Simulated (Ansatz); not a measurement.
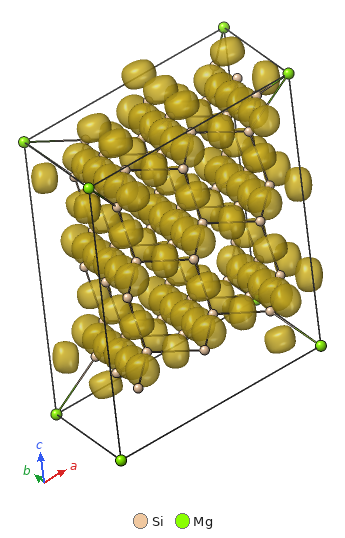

The picture shows: MgSi$_{54}$ (cell charge +2, with a compensating background) (cell with a defect). Isosurface of the electron localisation function at 0.8 (yellow), seen slightly off an axis. Only the valence region is drawn (cores and ρ < 0.01 e/Å³ removed). Sticks mark near contacts.

The calculation used Ansatz 0.2.0, DFT PBE, scalar-relativistic, plane waves, PAW.

In a PAW calculation such maps are meaningful between the atoms, not at the nuclei.

Question: Describe the localisation domains.

Answer: At this value the surface marks out 108 regions between bonded Si–Si atoms (shared pairs), counted in one cell of 55 atoms. Regions shared between cells count once. Profiles from the grid: Si–Si (2.33 Å): the ELF peaks at about 0.95 between the atoms. Mg–Si (2.51 Å): the ELF peaks at about 0.60 in the valence shell of Si, 1.0 Å from its nucleus, and is about 0.50 at the midpoint.

Question: Metal or insulator at this level of theory?

Answer: It is gapped, with a Kohn–Sham gap of 0.36 eV on the k-point mesh, an upper bound to the gap of this method.
